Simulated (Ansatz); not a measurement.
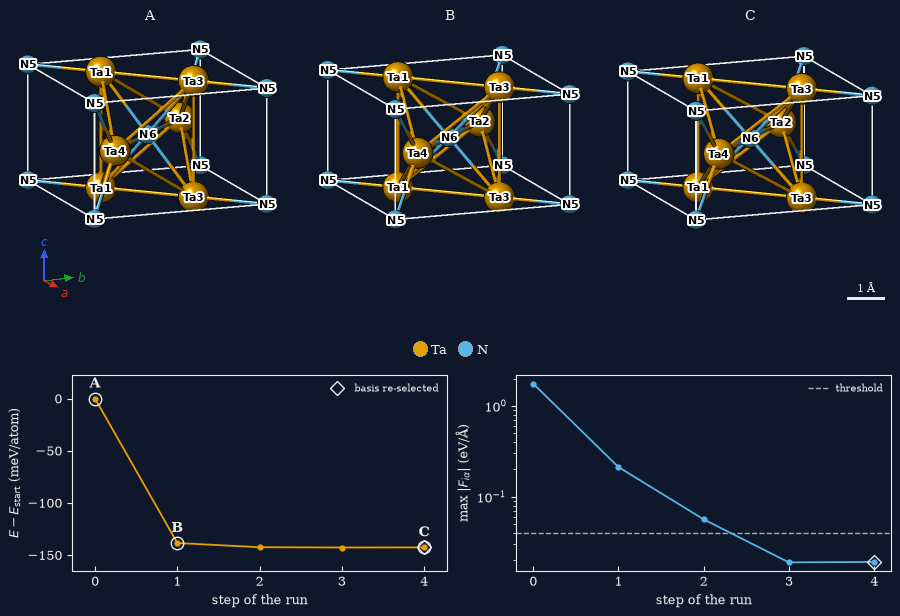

Frames of a relaxation of a crystal of Ta₂N (built on the rutile_136 type) (coarse preliminary run), marked on the history of the run. A ball-and-stick model of the cell of the calculation, seen slightly off an axis.

Case: anti-rutile type (P4_2/mnm, No. 136).

These are results of DFT r2SCAN, scalar-relativistic, plane waves, PAW (Ansatz 0.2.0), not measurements.

Input file:
```yaml
crystal:
  lattice:
    - [5.042122151, 0.0, 0.0]
    - [0.0, 5.042122151, 0.0]
    - [0.0, 0.0, 3.2476359262]
  atoms:
    - { symbol: Ta, position: [0.306, 0.306, 0.0] }
    - { symbol: Ta, position: [0.194, 0.806, 0.5] }
    - { symbol: Ta, position: [0.694, 0.694, 0.0] }
    - { symbol: Ta, position: [0.806, 0.194, 0.5] }
    - { symbol: "N", position: [0.0, 0.0, 0.0] }
    - { symbol: "N", position: [0.5, 0.5, 0.5] }
basis:
  ecutwfc: 500
kpoints:
  mp_grid: { grid: [4, 4, 6] }
hamiltonian:
  xc: r2scan
scf:
  occupations: { method: gaussian, width: 0.1 }
  lower_state_search: "off"
output:
  forces: true
  stress: true
  eigenvalues: true
relax:
  adjacent_minimum: "off"
  f_tol: 0.04
  max_steps: 70
  cell: { stress_tol: 0.4 }
```

Launched with:
```bash
ansatz run input.yaml --threads 1 --pin off --max-ram 2560MiB --backend cpu --events-out ev --progress --plain --runs-dir out
```

Question: Describe the path.

Answer: The largest moves relative to the cell, 0.13 Å, are those of Ta1, Ta2, Ta3 and Ta4. Ta2 goes along [1 −1 0]. N stays in place. The volume changes by −1.9 %, with a = b 5.042 → 5.154 Å (+2.2 %), c 3.248 → 3.051 Å (−6.1 %). Some distances before and after: Ta1–Ta3 2.767 → 3.093 Å, Ta1–Ta1 3.248 → 3.051 Å, Ta1–N5 2.182 → 2.098 Å, Ta1–N6 2.133 → 2.172 Å. Among the angles between lasting bonds that change: Ta1–N6–Ta1 99.1° → 89.2°, Ta1–N6–Ta3 80.9° → 90.8°. The space group stays P4_2/mnm (No. 136). After 3 accepted moves (4 points after the start) the energy has fallen by 143 meV per atom. The largest force component goes from 1.8 to 0.019 eV/Å. Pressure: −2.42 GPa at the start and 0.20 GPa at the end. At 1 point the geometry stayed and the basis and grid were re-selected for the new cell (energy shift of 0.1 meV per atom at most each time). Cost: 24 s on 1 thread of Intel(R) Xeon(R) 6975P-C (Granite Rapids) (shared host), peak memory 0.61 GiB. From step 0 to 1: Ta atoms move most (0.11 Å), volume −2.5 %, energy −138 meV per atom. From step 1 to 4: Ta atoms move most (0.02 Å), volume +0.7 %, energy −4.2 meV per atom.

```tsv
step	E − E(0), meV/atom	largest force component, eV/Å	pressure, GPa	volume, Å³/atom	note
0	0.00	1.7566	-2.42	13.761	
1	-138.41	0.2126	2.07	13.412	
2	-142.40	0.0564	-0.89	13.556	
3	-142.69	0.0190	0.19	13.504	
4	-142.58	0.0192	0.20	13.504	same geometry, new basis
```
